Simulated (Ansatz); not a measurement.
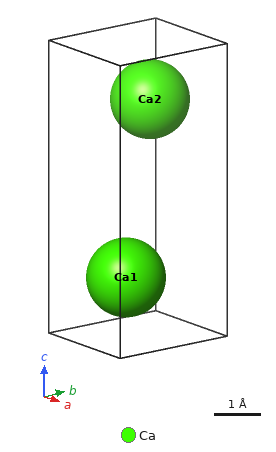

Starting structure of a crystal of Ca (set up in Cmcm). A spheres-only model of the cell of the calculation, seen slightly off an axis.

The calculation used DFT PBE, scalar-relativistic, plane waves, PAW (Ansatz 0.2.0).

Input
```yaml
crystal:
  lattice:
    - [1.971275995, -3.39549018, 0.0]
    - [1.971275995, 3.39549018, 0.0]
    - [0.0, 0.0, 6.50911174]
  atoms:
    - { symbol: Ca, position: [0.8355866, 0.1644134, 0.25] }
    - { symbol: Ca, position: [0.1644134, 0.8355866, 0.75] }
basis:
  ecutwfc: 420
kpoints:
  mp_grid: { grid: [12, 12, 8] }
hamiltonian:
  xc: pbe
scf:
  occupations: { method: gaussian, width: 0.1 }
output:
  forces: true
  stress: true
  eigenvalues: true
relax:
  adjacent_minimum: "off"
  f_tol: 0.005
  max_steps: 80
  cell: { stress_tol: 0.05 }
```

Run as
```bash
ansatz run input.yaml --threads 2 --pin off --max-ram 5120MiB --backend cpu --events-out ev --progress --plain --runs-dir out
```

### Where does the relaxation end?

The largest moves relative to the cell, 0.014 Å, are those of Ca1 and Ca2. Ca1 goes along [−1 1 0]. The volume changes by −2.6 %, with a = b 3.926 → 3.906 Å (−0.5 %), c 6.509 → 6.420 Å (−1.4 %), γ 119.7° → 120.0°. Near-neighbour distances that change, for instance: Ca1–Ca2 3.979 → 3.923 Å, Ca1–Ca1 3.943 → 3.906 Å, Ca1–Ca2 (another image) 3.947 → 3.922 Å. The space group (tolerance 0.01 Å) goes from Cmcm (No. 63) to P6_3/mmc (No. 194). The energy falls by 2.2 meV per atom in 2 accepted moves (3 points after the start). Largest force component: 0.016 eV/Å at the start, 0.00061 eV/Å at the end. Pressure: −0.47 GPa at the start and −0.02 GPa at the end. The SCF was repeated once at an unchanged geometry on a basis and grid sized afresh for the cell, which shifted the energy by less than 0.05 meV per atom at most. Cost: 21 s on 2 threads of Arm Neoverse V2, with other jobs on the host, peak memory 0.51 GiB.

Step by step:

```
step  E − E(0), meV/atom  largest force component, eV/Å  pressure, GPa  volume, Å³/atom                      note
   0                0.00                         0.0161          -0.47           43.568                          
   1               -1.58                         0.0083          -0.25           43.003                          
   2               -2.21                         0.0006          -0.02           42.418                          
   3               -2.17                         0.0006          -0.02           42.418  same geometry, new basis
```

After the run, drawn alike:

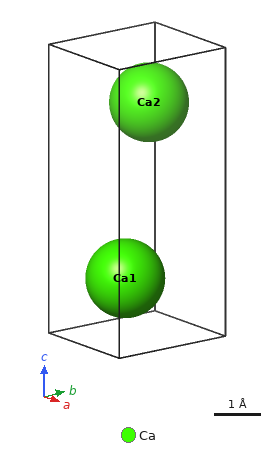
